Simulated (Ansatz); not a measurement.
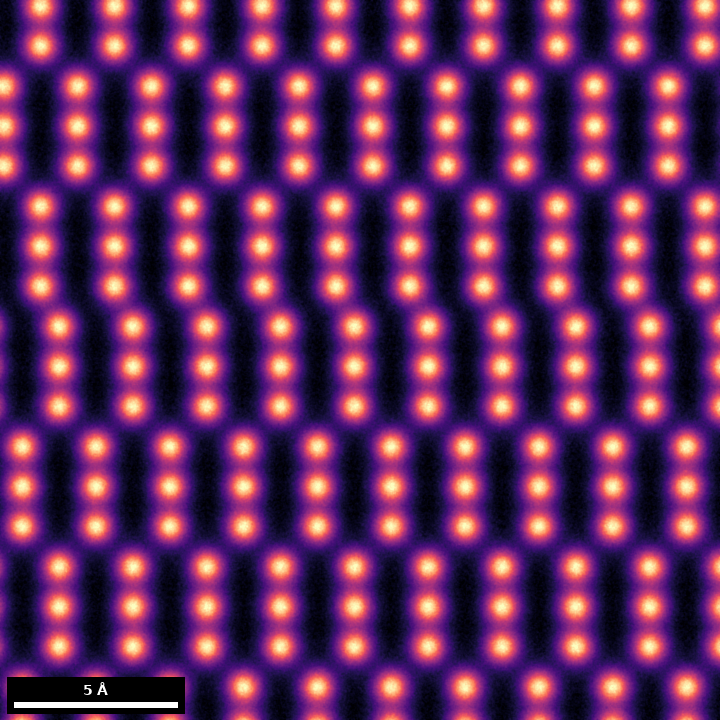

Integrated-DPC-like image of Ru (P6/mmm, No. 191) along [101]. Simulated as the projected potential of neutral atoms (B = 0.5 Å²) blurred by a 0.50 Å probe, the thin-sample limit of integrated differential phase contrast. The display is stretched by a gamma of 0.8; percentages refer to the linear signal. Shot noise was added.

One planar defect was built into the perfect crystal by geometry alone, without relaxation. Host structure: the geometry given to an electronic-structure calculation, possibly off equilibrium; the starting structure was generated, so it need not be a known form of this composition.

### Find the planar defect and say what kind it is.

A planar fault (a stacking fault) runs horizontally about 9 Å below the top edge. The part above it is shifted along the boundary by 1/4 of the 2.26 Å repeat of the rows (0.6 Å to the right, the same as 1.7 Å to the left); both parts keep the same orientation.
